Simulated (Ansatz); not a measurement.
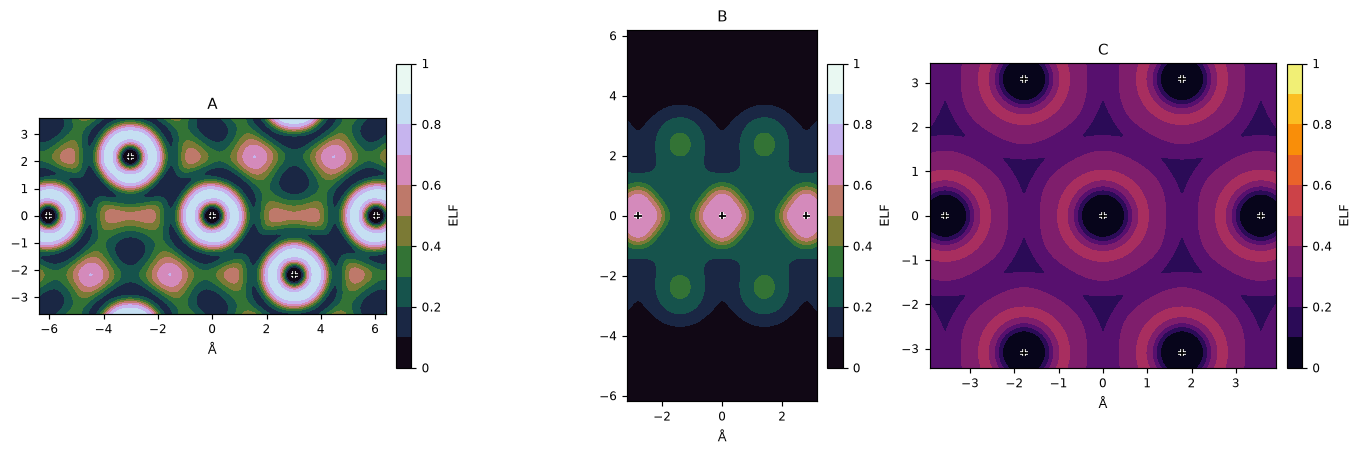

The electron localisation function of 3 systems, each on a plane through atoms (crosses mark nuclei in the plane).

Computed with DFT PBE, scalar-relativistic, plane waves, PAW (Ansatz).

System 1: Pb, the (111) plane of the conventional cell. Space group Fm-3m.

```
Pb
1.0
     5.04200    0.00000    0.00000
     0.00000    5.04200    0.00000
     0.00000    0.00000    5.04200
Pb
4
Direct
  0.00000 0.00000 0.00000
  0.50000 0.50000 0.00000
  0.50000 0.00000 0.50000
  0.00000 0.50000 0.50000
```

System 2: Pt (slab), the (100) plane of the calculation cell, a cut from vacuum to vacuum. Not relaxed (largest force 0.4 eV/Å).

```cif
data_structure
_symmetry_space_group_name_H-M 'P 1'
_symmetry_Int_Tables_number 1
_cell_length_a 2.8073
_cell_length_b 2.8073
_cell_length_c 18.9701
_cell_angle_alpha 90.000
_cell_angle_beta 90.000
_cell_angle_gamma 90.000
_cell_volume 149.50
loop_
_atom_site_label
_atom_site_type_symbol
_atom_site_fract_x
_atom_site_fract_y
_atom_site_fract_z
_atom_site_occupancy
Pt1 Pt 0.50000 0.50000 0.39536 1
Pt2 Pt 0.00000 0.00000 0.50000 1
Pt3 Pt 0.50000 0.50000 0.60464 1
```

System 3: La, the (110) plane of the conventional cell. Space group P6₃/mmc.

> Match each panel to its system.

Panel A is system 3, La: the plane holds La. La–La (3.72 Å): the ELF is about 0.10 at the midpoint (no localised pair shows between them). Panel B is system 2, Pt: the plane holds Pt. Pt–Pt (2.81 Å): the ELF is about 0.25 at the midpoint: no shared electron pair shows on this line. Panel C is system 1, Pb: the plane holds Pb. Pb–Pb (3.57 Å): the ELF is about 0.20 at the midpoint: no localised pair shows between them.
